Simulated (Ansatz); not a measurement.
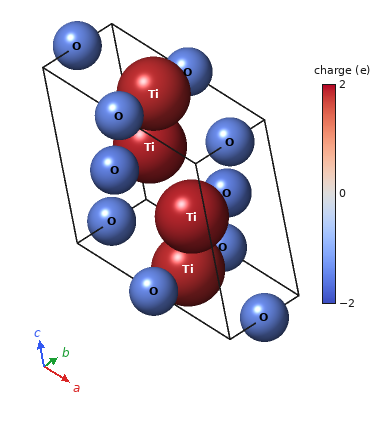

An orthographic spheres-only view of the structure, slightly off an axis. The lines enclose the cell (the run's own, in a reduced setting); boundary atoms appear with their images. The atoms of this Ti$_{3}$O$_{4}$ cell are coloured by their Bader charge.

Computational set-up: Ansatz, DFT r2SCAN, scalar-relativistic, plane waves, PAW, plane-wave cutoff 500 eV, k-points about 0.18 Å⁻¹ apart, Gaussian smearing of 0.1 eV, no spin polarisation.

> Summarise the charge transfer.

Most positive: Ti; most negative: O. Charges: about Ti +1.8 to +1.9 e; O -1.4 to -1.3 e.

The structure was taken from a structure listed in the Materials Project. Earlier steps of the study, as a rule a relaxation of our own, may have changed the cell and positions, so they can lie some per cent off the listed ones. It went into a calculation with Ansatz.
